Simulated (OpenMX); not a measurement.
**Energy of TiSi₂ along an even scaling of the cell**

System: TiSi₂ (Fddd, 6 atoms in the cell).
Method: Kohn-Sham DFT of a periodic cell, LDA, OpenMX 2013 LDA set, no spin polarisation (OpenMX 3.8.5).

The 7 runs differ only in the geometry, by an even scaling of the cell at fixed fractional positions. The structure derives from a Materials Project entry.

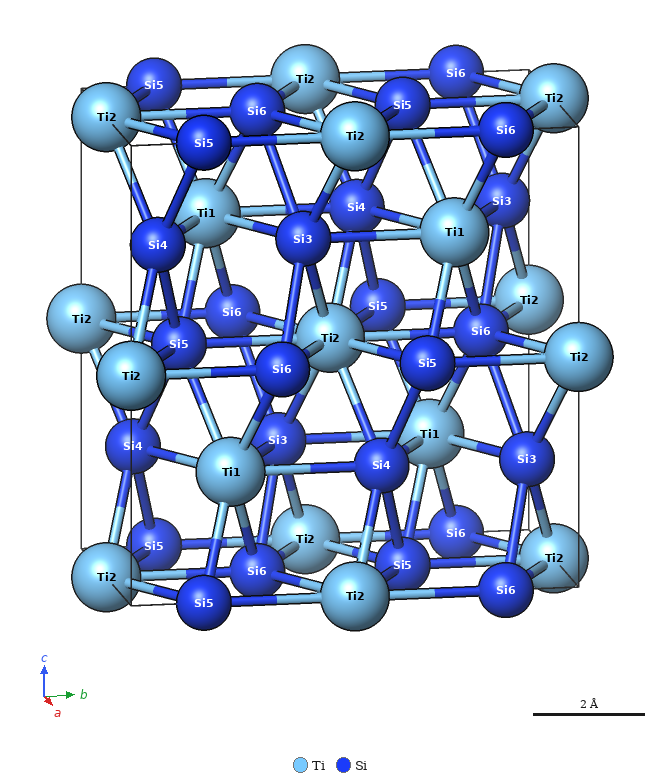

Figure 1. The structure of run 4 (ball-and-stick view of the cell 4 times as large as that of the calculation, set on its symmetry axes, seen slightly off an axis; atoms are numbered from 1 in the order of the input). An atom can appear more than once, as a periodic image.

## Input of run 4
```
System.CurrrentDirectory             ./
System.Name                          TiSi2
DATA.PATH                            ./DFT_DATA13
level.of.stdout                      1
level.of.fileout                     0
Species.Number                       2
<Definition.of.Atomic.Species
  Ti  Ti7.0-s3p2d2           Ti_CA13
  Si  Si7.0-s2p2d1           Si_CA13
Definition.of.Atomic.Species>

Atoms.Number                         6
Atoms.SpeciesAndCoordinates.Unit     FRAC
<Atoms.SpeciesAndCoordinates
    1  Ti    0.7500000000    0.7500000000    0.7500000000   6.000  6.000
    2  Ti    0.5000000000    0.5000000000    0.5000000000   6.000  6.000
    3  Si    0.4125656100    0.0874343900    0.4125656100   2.000  2.000
    4  Si    0.0874343900    0.4125656100    0.0874343900   2.000  2.000
    5  Si    0.1625656100    0.8374343900    0.1625656100   2.000  2.000
    6  Si    0.8374343900    0.1625656100    0.8374343900   2.000  2.000
Atoms.SpeciesAndCoordinates>

Atoms.UnitVectors.Unit               Ang
<Atoms.UnitVectors
     0.0000000000    4.1175163063    4.2628978354
     2.3895119538    0.0000000000    4.2628978354
     2.3895119538    4.1175163063    0.0000000000
Atoms.UnitVectors>

scf.XcType                           LDA
scf.SpinPolarization                 off
scf.ElectronicTemperature            580.226
scf.energycutoff                     400.0
scf.maxIter                          100
scf.EigenvalueSolver                 band
scf.Kgrid                            7 7 7
scf.Mixing.Type                      rmm-diisk
scf.Init.Mixing.Weight               0.05
scf.Min.Mixing.Weight                0.001
scf.Max.Mixing.Weight                0.3
scf.Mixing.History                   25
scf.Mixing.StartPulay                8
scf.criterion                        1.0e-8
scf.stress.tensor                    on
MD.Type                              nomd
Band.dispersion                      on
Band.Nkpath                          11
<Band.kpath
    6   0.000000  0.000000  0.000000    0.500000  0.000000  0.500000  G Y
    5   0.500000  0.000000  0.500000    1.000000  0.500000  0.500000  Y T
    6   1.000000  0.500000  0.500000    0.500000  0.500000  0.000000  T Z
    5   0.500000  0.500000  0.000000    0.000000  0.000000  0.000000  Z G
    8   0.000000  0.000000  0.000000    0.000000  0.412746  0.412746  G X
    6   0.000000  0.412746  0.412746    0.500000  0.244355  0.744355  X A1
    5   0.500000  0.244355  0.744355    0.500000  0.000000  0.500000  A1 Y
    4   1.000000  0.500000  0.500000    1.000000  0.587254  0.587254  T X1
    6   0.000000  0.412746  0.412746    0.500000  0.755645  0.255645  X A
    5   0.500000  0.755645  0.255645    0.500000  0.500000  0.000000  A Z
    6   0.500000  0.500000  0.500000    0.000000  0.000000  0.000000  L G
Band.kpath>
```

Command:
```bash
openmx TiSi2.dat -nt 1 > TiSi2.std
```

Lattice vectors (Å) and fractional positions of run 4:
```
   0.000000    4.117516    4.262898
   2.389512    0.000000    4.262898
   2.389512    4.117516    0.000000
Ti  0.750000  0.750000  0.750000
Ti  0.500000  0.500000  0.500000
Si  0.412566  0.087434  0.412566
Si  0.087434  0.412566  0.087434
Si  0.162566  0.837434  0.162566
Si  0.837434  0.162566  0.837434
```

Run 3 has the same physical settings and fractional positions; its lattice vectors (Å) are:
```
   0.000000    4.089881    4.234287
   2.373474    0.000000    4.234287
   2.373474    4.089881    0.000000
```

## Results, with one run withheld

```tsv
run	volume per atom (Å³)	free energy per atom, from the lowest run given (meV)
1	13.142	5.67
2	13.421	0.00
3	13.701	?
4	13.981	5.99
5	14.260	16.46
6	14.540	31.20
7	14.820	49.79
```

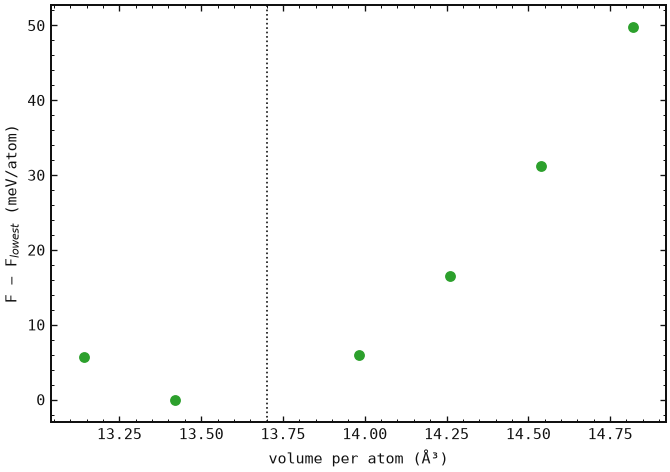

Figure 2. Free energy per atom of the runs given; the dotted line marks run 3.

Fit the runs given and predict run 3.

A cubic polynomial in V^(−2/3) (the Birch–Murnaghan form), fitted to the 6 runs given, misses them by at most 0.01 meV per atom. With x = V^(−2/3) − 0.17210 Å⁻², it reads F = 6.7659 − 3756.1 x + 4.7818e+05 x² + 7.0336e+05 x³ (meV per atom). At run 3 it gives 0.31 meV per atom, and the run itself gives 0.32. The fit has its minimum at 13.544 Å³ per atom, where V d²F/dV² gives 158 GPa. Cell shape and fractional positions are held, so this is the stiffness under even scaling; the relaxed bulk modulus wasn't computed.

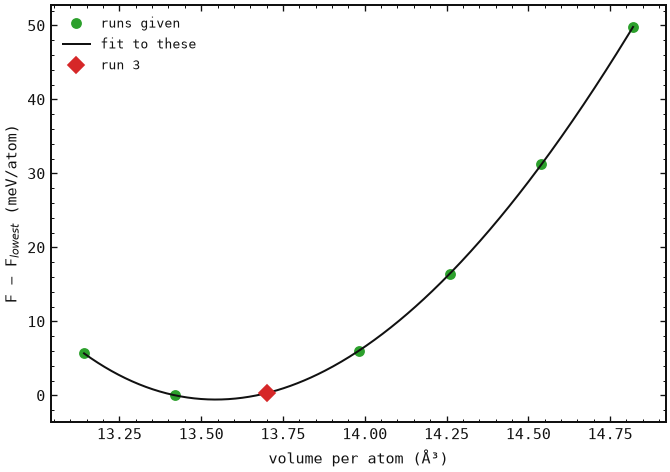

Figure 3. The fit and the withheld run.

## Some lines of the output (run 3)
```
[...]
  Cell_Volume =    554.756038692338 (Bohr^3)
        Total energy (Hartree) at MD = 1
   kloop=0
   kloop=1
   kloop=171
```

Notes: With a small basis of atomic orbitals these values can differ much from converged plane-wave results.
